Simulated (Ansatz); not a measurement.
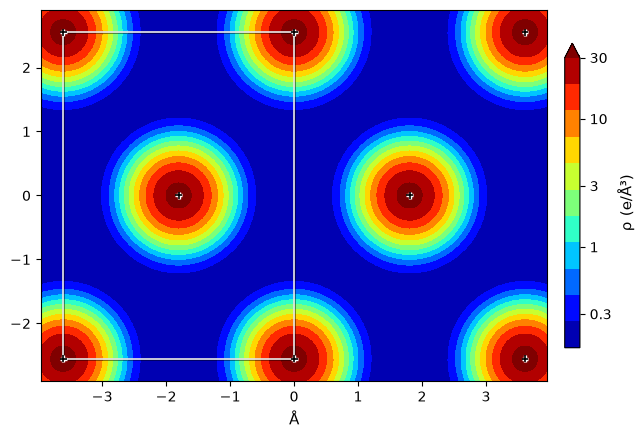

The valence electron density on a plane through atoms (crosses mark nuclei in the plane).

All numbers below come from Kohn-Sham DFT of a periodic cell, r2SCAN, Ansatz PAW (Ansatz 0.2.0).

Candidates:
A. Si, a = 2.60 Å, b = 2.60 Å, c = 2.45 Å, α = 90.00°, β = 90.00°, γ = 120.00°. Space group P6/mmm; a structure from a database of computed crystals, not necessarily the ambient phase; computed pressure about 5 GPa in this cell.
B. MgI$_{2}$, a = 4.14 Å, b = 4.14 Å, c = 6.88 Å, α = 90.00°, β = 90.00°, γ = 120.00°. Space group P-3m1.
C. Hf, a = 3.61 Å, b = 3.61 Å, c = 3.61 Å, α = 90.00°, β = 90.00°, γ = 90.00°. Space group Im-3m; computed pressure about −5 GPa in this cell.

Which system is this?

Answer. Candidate C: Hf on the (011̄) plane of the conventional cell, which holds Hf. Hf–Hf (3.13 Å): ρ is about 0.18 e/Å³ halfway.
